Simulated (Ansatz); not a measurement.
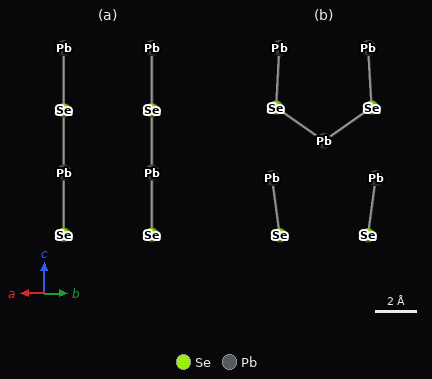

Left: perfect PbSe. Right: the same region with one point defect, after relaxing the atoms in a supercell of 64 sites. A ball-and-stick model of the atoms within 5.4 Å of one point, in a slice 4.2 Å thick across the line of sight, seen along [110].

The calculation used Ansatz 0.2.0, DFT, PBEsol, PAW, plane waves. Settings: plane-wave cutoff 420 eV; k-point mesh 1 × 1 × 1; mesh shifted by (0.25, 0.25, 0.25); no spin polarisation. Fermi-Dirac smearing of 0.01 eV. A uniform background neutralises the charged cell. The axes drawn are those of the host's conventional cell.

Which defect is it?

An extra lead atom is put between the host's atoms (an interstitial).

The charge state of the cell is +2.

How does the lattice respond?

The Pb atom starts with 4 Se at 2.64 to 2.65 Å, 4 Pb at 2.64 to 2.65 Å around its place and ends with 4 Se at 2.85 to 2.88 Å, 4 Pb at 3.12 to 3.13 Å. Of the host's atoms, a lead atom moves furthest from its site, by 0.50 Å.

Limits of the set-up: the cell is charged, on a uniform background, and energies carry no finite-size correction.
